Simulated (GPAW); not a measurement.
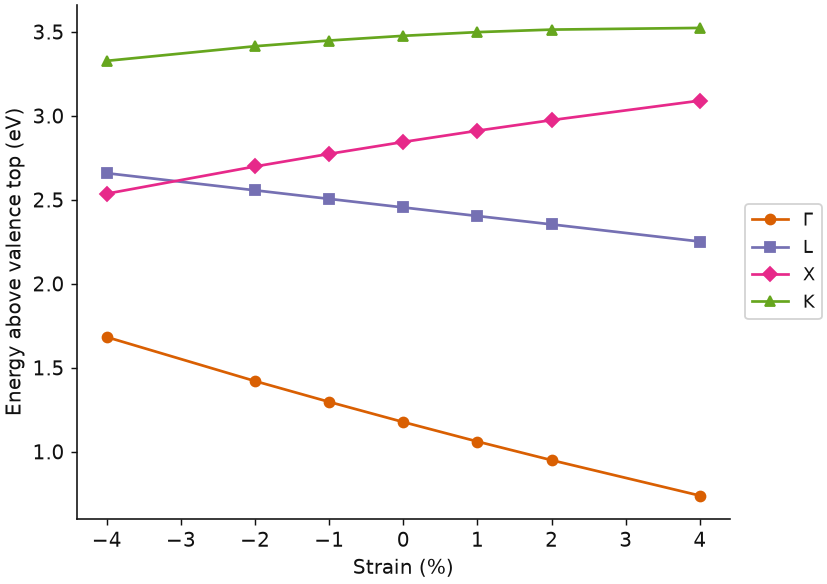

Lowest conduction level at each named k point, counted from the valence-band top at Γ.

System: zincblende ZnSe, space group F-43m, 2 atoms in the primitive cell; unstrained, cubic a = 5.668 Å. The cell is strained along x, y and z by the value listed. The atoms keep their fractional positions. Computed with GPAW 26.7.0: PBEsol, PAW data sets generated in the run's folder for this functional, no spin polarisation, no spin-orbit coupling, 8×8×8 k mesh, 600 eV cutoff.

How does each level move from −4 % to +4 %?

Γ falls by 0.94 eV, L falls by 0.41 eV, X rises by 0.55 eV and K rises by 0.19 eV.

Which of these conduction levels is lowest, and does that change?

The lowest is the one at Γ, over the whole range, so among these points the gap stays direct.

The values:
| strain | Γ (eV) | L (eV) | X (eV) | K (eV) | gap on the mesh (eV) |
| --- | --- | --- | --- | --- | --- |
| −4 % | 1.68 | 2.66 | 2.54 | 3.33 | 1.68 |
| −2 % | 1.42 | 2.56 | 2.70 | 3.42 | 1.42 |
| −1 % | 1.30 | 2.51 | 2.77 | 3.45 | 1.30 |
| 0 % | 1.18 | 2.46 | 2.84 | 3.48 | 1.18 |
| +1 % | 1.06 | 2.40 | 2.91 | 3.50 | 1.06 |
| +2 % | 0.95 | 2.35 | 2.98 | 3.51 | 0.95 |
| +4 % | 0.74 | 2.25 | 3.09 | 3.52 | 0.74 |

Spin-orbit coupling is left out, which matters for Se. LDA, GGA and most meta-GGA functionals understate gaps.
